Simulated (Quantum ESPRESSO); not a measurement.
# 2H-WS2, 1 layer, rectangular cell, stepped through strain along the second axis, part 3 of 7

Wanted: a table for 2H-WS2, 1 layer, rectangular cell against strain along the second axis, and what can be fitted to it.

Quantum ESPRESSO 7.5; plane-wave DFT, PBE, GBRV ultrasoft pseudopotentials.

So far. Step 2 (Variable-cell relaxation of the reference):  The last row is no step: it is a fresh SCF in the final cell with a new plane-wave basis, -0 meV from the row before. Step 3 (Relaxation with pw.x, -4 %): The relaxation lowers the energy by 4 meV an atom.

## 4. Self-consistent run, -4 %

The self-consistent run of this member.

Contents of m0.scf.in:

```
&control
  prefix = 'm0.scf'
  outdir = './out'
  pseudo_dir = './pseudo'
  calculation = 'scf'
  tprnfor = .true.
/
&system
  ibrav = 0
  nat = 6
  ntyp = 2
  ecutwfc = 40
  ecutrho = 200
  occupations = 'smearing'
  smearing = 'fd'
  degauss = 0.002
  nbnd = 30
/
&electrons
  conv_thr = 1e-09
  mixing_beta = 0.4
  electron_maxstep = 120
  mixing_mode = 'plain'
/
ATOMIC_SPECIES
  S   32.0600  s_pbe_v1.4.uspp.F.UPF
  W   183.8400  w_pbe_v1.2.uspp.F.UPF
CELL_PARAMETERS angstrom
  3.18620864300000 0.00000000000000 0.00000000000000
  0.00000000000000 5.29801667808000 0.00000000000000
  0.00000000000000 0.00000000000000 18.47562023200000
ATOMIC_POSITIONS crystal
  S   0.999999999900 0.334229740600 0.413619222600
  S   0.500000000000 0.834229783500 0.413619218800
  W   0.000000000000 -0.001792859600 0.500000000000
  W   0.500000000000 0.498207144600 0.500000000000
  S   0.999999999900 0.334229740600 0.586380777400
  S   0.500000000000 0.834229783500 0.586380781200
K_POINTS automatic
  10 6 1 0 0 0
```

Run with:

```bash
$ OMP_NUM_THREADS=1 mpirun -n 4 pw.x -nk 4 -in m0.scf.in > m0.scf.out
```

The log of the run:

```text
[banner, memory and clock lines left out]
Program PWSCF v.7.5 starts
[citation notice left out]

[...]
Message from routine setup:
[...]
bravais-lattice index     =            0
     lattice parameter (alat)  =       6.0211  a.u.
     unit-cell volume          =    2104.6659 (a.u.)^3
     number of atoms/cell      =            6
     number of atomic types    =            2
     number of electrons       =        52.00
     number of Kohn-Sham states=           30
     kinetic-energy cutoff     =      40.0000  Ry
     charge density cutoff     =     200.0000  Ry
     scf convergence threshold =      1.0E-09
     mixing beta               =       0.4000
     number of iterations used =            8  plain     mixing
     Exchange-correlation= SLA  PW   PBE  PBE
                           (   1   4   3   4   0   0   0)

[...]
PseudoPot. # 1 for S  read from file:
     ./pseudo/s_pbe_v1.4.uspp.F.UPF
     Pseudo is Ultrasoft + core correction, Zval =  6.0
     Generated by new atomic code, or converted to UPF format
     Using radial grid of  907 points,  6 beta functions with:
                l(1) =   0
                l(2) =   0
                l(3) =   1
                l(4) =   1
                l(5) =   2
                l(6) =   2
     Q(r) pseudized with  8 coefficients,  rinner =    1.300   1.300   1.300
                                                       1.300   1.300

     PseudoPot. # 2 for W  read from file:
     ./pseudo/w_pbe_v1.2.uspp.F.UPF
     Pseudo is Ultrasoft + core correction, Zval = 14.0
     Generated by new atomic code, or converted to UPF format
     Using radial grid of  923 points,  8 beta functions with:
                l(1) =   0
                l(2) =   0
                l(3) =   0
                l(4) =   1
                l(5) =   1
                l(6) =   2
                l(7) =   2
                l(8) =   3
     Q(r) pseudized with  6 coefficients,  rinner =    1.350   1.350   1.350
                                                       1.350   1.350   1.350
                                                       1.350

     atomic species   valence    mass     pseudopotential
     S                 6.00    32.06000     S ( 1.00)
     W                14.00   183.84000     W ( 1.00)

      4 Sym. Ops. (no inversion) found

[...]
number of k points=    24  Fermi-Dirac smearing, width (Ry)=  0.0020
[...]
Dense  grid:   100631 G-vectors     FFT dimensions: (  27,  45, 160)

     Smooth grid:    71913 G-vectors     FFT dimensions: (  25,  45, 144)

     Initial potential from superposition of free atoms

     starting charge      51.7992, renormalised to      52.0000

     negative rho (up, down):  1.300E-01 0.000E+00
     Starting wfcs are   42 randomized atomic wfcs

     per-process dynamical memory:   106.4 Mb

     Self-consistent Calculation

     iteration #  1     ecut=    40.00 Ry     beta= 0.40
     Davidson diagonalization with overlap
     ethr =  1.00E-02,  avg # of iterations =  2.0

     Threshold (ethr) on eigenvalues was too large:
     Diagonalizing with lowered threshold

     Davidson diagonalization with overlap
     ethr =  3.06E-04,  avg # of iterations =  2.4

     negative rho (up, down):  1.319E-01 0.000E+00

     total energy              =    -414.99952869 Ry
     estimated scf accuracy    <       0.19453835 Ry

     iteration #  2     ecut=    40.00 Ry     beta= 0.40
[...]
negative rho (up, down):  1.344E-01 0.000E+00

[...]
total energy              =    -415.01175051 Ry
     estimated scf accuracy    <       0.02715204 Ry

     iteration #  3     ecut=    40.00 Ry     beta= 0.40
[...]
negative rho (up, down):  1.351E-01 0.000E+00

[...]
total energy              =    -415.01776646 Ry
     estimated scf accuracy    <       0.00926298 Ry

     iteration #  4     ecut=    40.00 Ry     beta= 0.40
[...]
negative rho (up, down):  1.365E-01 0.000E+00

[...]
total energy              =    -415.01854761 Ry
     estimated scf accuracy    <       0.00306599 Ry

     iteration #  5     ecut=    40.00 Ry     beta= 0.40
[...]
negative rho (up, down):  1.366E-01 0.000E+00

[...]
total energy              =    -415.01901401 Ry
     estimated scf accuracy    <       0.00133124 Ry

     iteration #  6     ecut=    40.00 Ry     beta= 0.40
[...]
negative rho (up, down):  1.365E-01 0.000E+00

[...]
total energy              =    -415.01921977 Ry
     estimated scf accuracy    <       0.00002918 Ry

[...]
iteration #  9     ecut=    40.00 Ry     beta= 0.40
[...]
negative rho (up, down):  1.364E-01 0.000E+00

[...]
total energy              =    -415.01925110 Ry
     estimated scf accuracy    <       0.00000060 Ry

     iteration # 10     ecut=    40.00 Ry     beta= 0.40
[...]
negative rho (up, down):  1.364E-01 0.000E+00

[...]
total energy              =    -415.01925139 Ry
     estimated scf accuracy    <       0.00000003 Ry

     iteration # 11     ecut=    40.00 Ry     beta= 0.40
[...]
negative rho (up, down):  1.364E-01 0.000E+00

[...]
total energy              =    -415.01925140 Ry
     estimated scf accuracy    <       0.00000004 Ry

     iteration # 12     ecut=    40.00 Ry     beta= 0.40
[...]
negative rho (up, down):  1.364E-01 0.000E+00

[...]
End of self-consistent calculation

          k = 0.0000 0.0000 0.0000 (  8939 PWs)   bands (ev):

   -73.8934 -73.8684 -38.3444 -38.1744 -38.0956 -38.0915 -37.9818 -37.9138
   -14.8402 -13.2476 -12.4199 -12.2450  -6.4847  -6.4654  -5.3017  -4.3942
    -3.5664  -2.8521  -2.3441  -2.2802  -2.1347  -1.4878  -1.3028  -1.1812
    -0.7591  -0.2331   2.9747   3.0089   3.2405   3.3073

          k = 0.0000 0.1002 0.0000 (  8950 PWs)   bands (ev):

   -73.8918 -73.8701 -38.3170 -38.1688 -38.0972 -38.0879 -37.9895 -37.9436
   -14.7120 -13.1936 -12.6411 -12.3309  -6.3097  -6.2581  -5.0903  -4.3375
    -3.4684  -2.7256  -2.7032  -2.5441  -2.0934  -1.7045  -1.3589  -1.1358
    -0.9576  -0.2490   2.8593   3.0624   3.0766   3.0824

[...]
the Fermi energy is     1.1052 ev

!    total energy              =    -415.01925141 Ry
     estimated scf accuracy    <          4.7E-10 Ry
     smearing contrib. (-TS)   =      -0.00000000 Ry
     internal energy E=F+TS    =    -415.01925141 Ry

     The total energy is F=E-TS. E is the sum of the following terms:
     one-electron contribution =   -2025.81157240 Ry
     hartree contribution      =    1013.59447604 Ry
     xc contribution           =    -116.48656930 Ry
     ewald contribution        =     713.68441425 Ry

     convergence has been achieved in  12 iterations

     negative rho (up, down):  1.364E-01 0.000E+00

     Forces acting on atoms (cartesian axes, Ry/au):

     atom    1 type  1   force =     0.00000000   -0.00000505    0.00007440
     atom    2 type  1   force =     0.00000000   -0.00013720    0.00004837
     atom    3 type  2   force =     0.00000000    0.00014575    0.00000000
     atom    4 type  2   force =     0.00000000    0.00013877    0.00000000
     atom    5 type  1   force =     0.00000000   -0.00000505   -0.00007440
     atom    6 type  1   force =     0.00000000   -0.00013720   -0.00004837

     Total force =     0.000307     Total SCF correction =     0.000025

[...]
```

It took 58 s on 4 MPI ranks of Arm Neoverse V1, shared host; peak memory 1.1 GiB; 3.9 min of CPU time.

This step gave:

```
free energy                          : -5646.6246 eV
Fermi energy                         : 1.105 eV
valence top, on the run's zero       : 0.06176 eV
conduction bottom, on the run's zero : 2.021 eV
gap by band count                    : 1.959 eV
```

## 5. Electrostatic potential, -4 %

plot_num = 11 writes the bare and Hartree potential, from which vacuum levels or, in a crystal, the mean potential are read.

Contents of m0.pot.in:

```
&inputpp
  prefix = 'm0.scf'
  outdir = './out'
  filplot = 'm0.pot.dat'
  plot_num = 11
/
```

Run with:

```bash
$ OMP_NUM_THREADS=1 mpirun -n 4 pp.x -in m0.pot.in > m0.pot.out
```

The log of the run:

```text
[banner, memory and clock lines left out]
Program POST-PROC v.7.5 starts

          URL

     ./out/m0.scf.save/

     IMPORTANT: XC functional enforced from input :
     Exchange-correlation= PBE
                           (   1   4   3   4   0   0   0)
     Any further DFT definition will be discarded
     Please, verify this is what you really want

     negative rho (up, down):  1.364E-01 0.000E+00

     Calling punch_plot, plot_num =  11
     Writing data to file  m0.pot.dat
     Message from routine chdens:
     namelist plot not found or invalid, exiting
```

Run time: 1.2 s. Hardware: 4 MPI ranks; peak memory 0.19 GiB.

Read from the output:

```
slope of the potential above                                          : 7.07e-5 eV/Å
upper vacuum line continued to the top atoms, over the valence top    : 5.654 eV
slope of the potential below                                          : -5.91e-5 eV/Å
lower vacuum line continued to the bottom atoms, over the valence top : 5.654 eV
vacuum level at the upper face over the valence top of the mesh       : 5.654 eV
vacuum level at the lower face over the valence top of the mesh       : 5.654 eV
```

Electrostatic potential energy of an electron; zero at the highest filled level of the SCF mesh. Potential energy, planar mean against z:

| z (Å) | potential energy, planar mean (eV) |
| --- | --- |
| 0 | 5.65 |
| 1 | 5.65 |
| 2 | 5.65 |
| 3 | 5.65 |
| 4 | 5.65 |
| 5 | 5.64 |
| 6 | 5.36 |
| 7 | -1.28 |
| 8 | -10.4 |
| 9 | -11.9 |
| 10 | -6.66 |
| 11 | -12.5 |
| 12 | 4.32 |
| 13 | 5.59 |
| 14 | 5.65 |
| 15 | 5.65 |
| 16 | 5.65 |
| 17 | 5.65 |
| 18 | 5.65 |

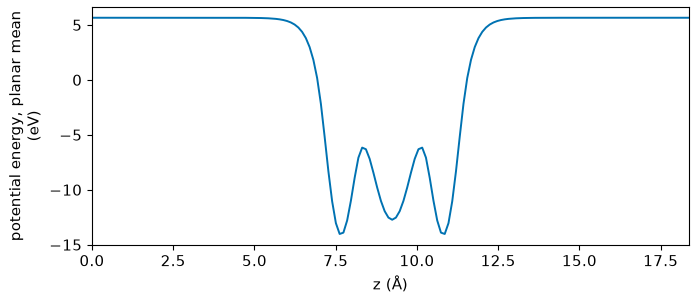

Potential energy, planar mean, plotted against z.

(Part 3 of 7 ends here.)

[Logs are printed without paths, hosts, clocks, repeated set-up lines and the standing remarks that a program may print on its own settings, such as how far it seeks lower states.]

[Hosts, paths, dates, database ids (printed as entryN), source tags and the programs' standing remarks are cut or masked in the printed files.]

[Maps of the electrostatic potential energy from Ansatz leave out the sawtooth potential of an applied field or a dipole correction, so their vacuum need not be flat; planar profiles and work functions include it.]
